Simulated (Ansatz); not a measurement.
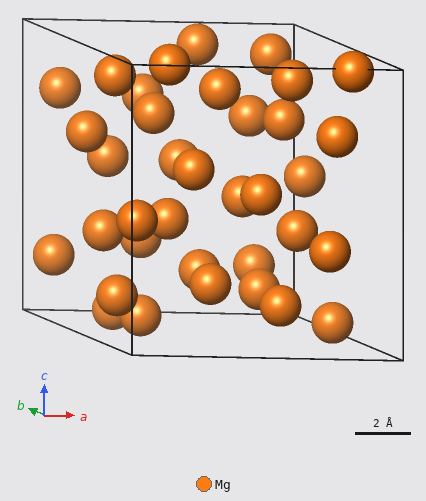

Starting frame of a dynamics run of a 36-atom cell of Mg. It starts from the last geometry of an earlier run, with fresh velocities. Style: spheres-only. Shown: the simulation cell, slightly off an axis.

These are results of DFT PBE, scalar-relativistic, plane waves, PAW in Ansatz 0.2.0, not measurements.

Input
```yaml
crystal:
  lattice:
    - [10.08925, 0.0, 0.0]
    - [-5.044625, 8.737547, 0.0]
    - [0.0, 0.0, 10.923295]
  atoms:
    - { symbol: Mg, position: [0.19182049, 0.13804261, -0.02233472] }
    - { symbol: Mg, position: [0.06395622, 0.30239977, 0.15522978] }
    - { symbol: Mg, position: [0.05174851, 0.08825623, 0.44620248] }
    - { symbol: Mg, position: [0.30992291, 0.21162211, 0.60709293] }
    - { symbol: Mg, position: [-0.16893109, 0.04583048, -0.02014179] }
    - { symbol: Mg, position: [0.11977445, 0.56477131, 0.3384518] }
    - { symbol: Mg, position: [0.05465181, 0.55494281, 0.67925976] }
    - { symbol: Mg, position: [0.07433371, 0.3461076, 0.90546713] }
    - { symbol: Mg, position: [-0.04029896, 0.55409028, 0.03810196] }
    - { symbol: Mg, position: [0.02887942, 0.79346748, 0.2167779] }
    - { symbol: Mg, position: [-0.05922637, 0.76072565, 0.50888994] }
    - { symbol: Mg, position: [0.09957605, 0.910113, 0.77447682] }
    - { symbol: Mg, position: [0.29946165, -0.07522787, 0.01440798] }
    - { symbol: Mg, position: [0.39028385, 0.25723996, 0.2075731] }
    - { symbol: Mg, position: [0.24817799, -0.15718338, 0.55266066] }
    - { symbol: Mg, position: [0.5277053, 0.1347176, 0.53709682] }
    - { symbol: Mg, position: [0.4867877, 0.41042221, -0.14363339] }
    - { symbol: Mg, position: [0.4960966, 0.61932189, 0.20037984] }
    - { symbol: Mg, position: [0.30212276, 0.42947147, 0.40334057] }
    - { symbol: Mg, position: [0.31235444, 0.58412518, 0.74285044] }
    - { symbol: Mg, position: [0.27833232, 0.61857242, 0.04030943] }
    - { symbol: Mg, position: [0.38404157, 0.87876386, 0.27034427] }
    - { symbol: Mg, position: [0.48313074, 0.76999659, 0.55502668] }
    - { symbol: Mg, position: [0.41938869, 0.94940417, 0.75160207] }
    - { symbol: Mg, position: [0.5606877, -0.2017993, -0.04982604] }
    - { symbol: Mg, position: [0.59835054, 0.13300881, 0.15615672] }
    - { symbol: Mg, position: [0.73381644, 0.0164743, 0.36336978] }
    - { symbol: Mg, position: [0.78264176, 0.0710191, 0.75107218] }
    - { symbol: Mg, position: [0.71097636, 0.30585301, -0.09323928] }
    - { symbol: Mg, position: [0.66692852, 0.49650089, 0.15719632] }
    - { symbol: Mg, position: [0.76164722, 0.38530767, 0.37733867] }
    - { symbol: Mg, position: [0.77568919, 0.54307067, 0.73508074] }
    - { symbol: Mg, position: [0.80898635, 0.74403408, -0.07063891] }
    - { symbol: Mg, position: [0.80138068, 0.87893193, 0.18239744] }
    - { symbol: Mg, position: [0.62077914, 0.53606475, 0.4694284] }
    - { symbol: Mg, position: [0.76388341, 0.82733579, 0.70365537] }
basis:
  ecutwfc: 420.0
kpoints:
  mp_grid: { grid: [1, 1, 1] }
hamiltonian:
  xc: pbe
scf:
  occupations: { method: fermi_dirac, width: 0.16 }
  lower_state_search: "off"
md:
  timestep: 2
  n_steps: 400
  ensemble: nvt_langevin
  temperature: 1440.0
  initial_velocities: maxwell_boltzmann
  seed: 745062
  friction: 0.02
  temperature_schedule:
    - { n_steps: 300, end_temperature: 300.0 }
    - { n_steps: 100, end_temperature: 300.0 }
```

Command:
```bash
ansatz run input.yaml --threads 4 --pin off --max-ram 10240MiB --backend cpu --events-out ev --progress --plain --runs-dir out
```

**What does the trajectory do?**

Under the programmed temperature the kinetic temperature goes from 1252 K (first eighth) to 379 K (last eighth), with a peak of 1572 K. The potential energy in the second half lies on average 112 meV per atom below the first frame. The first frame is far from relaxed (forces up to 2.3 eV/Å), so much of the motion is the structure settling. Root-mean-square distances from the starting positions over the second half, with the common drift of all atoms taken out: Mg 1.20 Å. That is a large part of the typical shortest distance between atoms in the first frame, about 2.7 Å and still growing: the atoms leave their places as in a liquid.

Along the run (each row but the first and the last is the mean over the interval that it begins):

```tsv
time (fs)	potential energy (meV/atom)	T (K)
0.0	0.0	1400
80.0	7.8	1288
160.0	-30.1	1098
240.0	-55.7	1118
320.0	-48.9	825
400.0	-88.0	745
480.0	-95.6	601
560.0	-116.3	407
640.0	-124.8	378
720.0	-135.5	369
800.0	-148.5	314
```

The paths of the atoms:

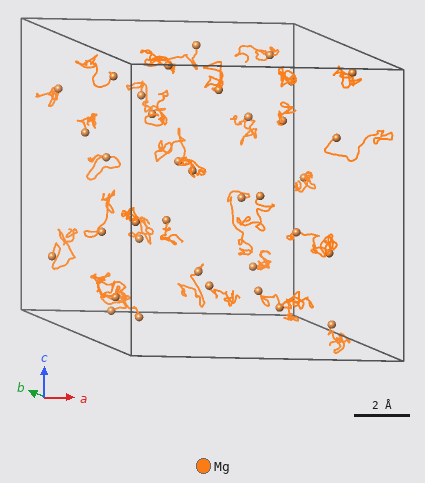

Limits of the set-up: the k-point mesh is coarse for a cell with partly filled bands.
